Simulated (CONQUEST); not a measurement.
**Energy of Pb along an even scaling of the cell**

System: Pb (2 atoms in the cell).
Method: Kohn-Sham DFT of a periodic cell, PBEsol, PseudoDojo NC PBEsol, no spin polarisation (CONQUEST 1.3).

The 7 runs differ only in the geometry, by an even scaling of the cell at fixed fractional positions. The structure derives from an entry of the Crystallography Open Database.

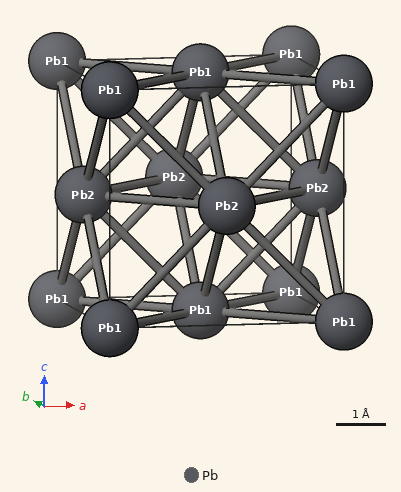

Figure 1. The structure of run 4 (ball-and-stick view of the cell 2 times as large as that of the calculation, set on its symmetry axes, seen slightly off an axis; atoms are numbered from 1 in the order of the input).

### Input of run 4
```
IO.Title Pb
IO.Coordinates coords.dat
IO.FractionalAtomicCoords T
IO.Iprint 2
IO.Iprint_init 1
General.NumberOfSpecies 1
General.PseudopotentialType hamann
AtomMove.TypeOfRun static
AtomMove.FullStress T
Grid.PointsAlongX 36
Grid.PointsAlongY 36
Grid.PointsAlongZ 48
DM.SolutionMethod diagon
Diag.MPMesh T
Diag.GammaCentred T
Diag.MPMeshX 8
Diag.MPMeshY 8
Diag.MPMeshZ 6
Diag.kT 0.00183747
minE.SCTolerance 1e-6
SC.MaxIters 100
IO.AtomChargeOutput T
%block ChemicalSpeciesLabel
1 207.200 Pb
%endblock
```

Command:
```bash
Conquest
```

Lattice vectors (Å) and fractional positions of run 4:
```
   3.500207    0.000000    0.000000
   0.000000    3.500207    0.000000
   0.000000    0.000000    4.950040
Pb  0.000000  0.000000  0.000000
Pb  0.500000  0.500000  0.500000
```

Run 5 has the same physical settings and fractional positions; its lattice vectors (Å) are:
```
   3.523388    0.000000    0.000000
   0.000000    3.523388    0.000000
   0.000000    0.000000    4.982823
```

### Results, with one run withheld

| run | volume per atom (Å³) | free energy per atom, from the lowest run given (meV) | pressure (GPa) |
| --- | --- | --- | --- |
| 1 | 28.503 | 19.02 | 3.69 |
| 2 | 29.110 | 7.97 | 2.16 |
| 3 | 29.716 | 1.87 | 0.94 |
| 4 | 30.323 | 0.00 | 0.16 |
| 5 | 30.929 | ? | ? |
| 6 | 31.535 | 3.85 | −1.35 |
| 7 | 32.142 | 10.82 | −2.23 |

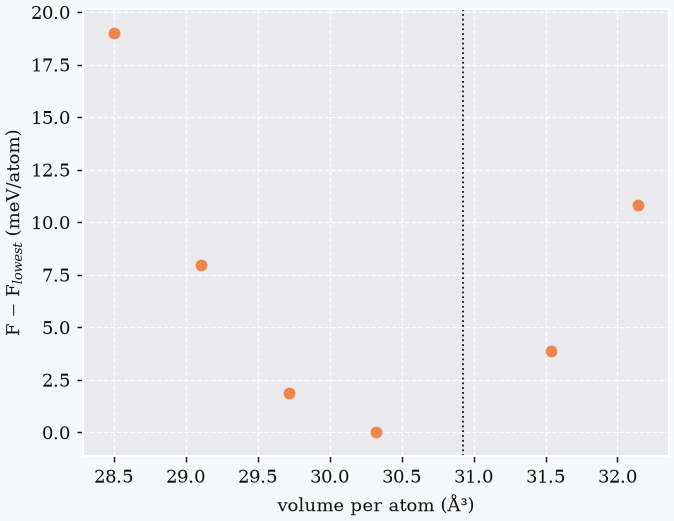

Figure 2. Free energy per atom of the runs given; the dotted line marks run 5.

Estimate the energy of run 5 from the others.

A cubic polynomial in V^(−2/3) (the Birch–Murnaghan form), fitted to the 6 runs given, misses them by at most 0.46 meV per atom. With x = V^(−2/3) − 0.10317 Å⁻², it reads F = −0.201 + 1087.7 x + 8.8969e+05 x² + 8.0168e+06 x³ (meV per atom). At run 5 it gives 0.44 meV per atom, and the run itself gives 0.15. The slope of the fit gives a pressure −dF/dV of −0.64 GPa there, and the run prints −0.51 GPa. The two needn't agree exactly: the fit is approximate, and the printed stress is taken on a finite basis. The fit has its minimum at 30.449 Å³ per atom, where V d²F/dV² gives 43 GPa: the bulk modulus at this level, since symmetry fixes the shape and the positions.

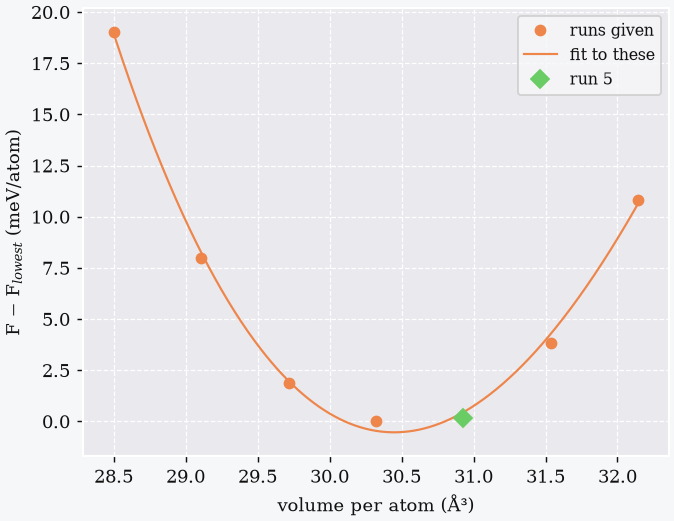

Figure 3. The fit and the withheld run.

### Some lines of the output (run 5)
```
[...]
          DFT Total Energy                 :      -140.511068467469670 Ha
          Free Energy (E-TS)               :      -140.514660758887914 Ha
          DFT Total Energy                 :      -140.513909952018793 Ha
          Free Energy (E-TS)               :      -140.514438270963609 Ha
          DFT Total Energy                 :      -140.514029827879369 Ha
          Free Energy (E-TS)               :      -140.514435927513233 Ha
          DFT Total Energy                 :      -140.514030136647335 Ha
          Free Energy (E-TS)               :      -140.514435933886006 Ha
          DFT Total Energy                 :      -140.514030195501192 Ha
          Free Energy (E-TS)               :      -140.514436058474274 Ha
          DFT Total Energy                 :      -140.514030314042202 Ha
      | Free Energy as E-TS      =      -140.514436058474274 Ha
      |* DFT total energy        =      -140.514030314042202 Ha
    force: Average pressure:     -0.50939229 GPa
```

Notes: Spin–orbit coupling is left out, which matters for Pb. With a small basis of atomic orbitals these values can differ much from converged plane-wave results.
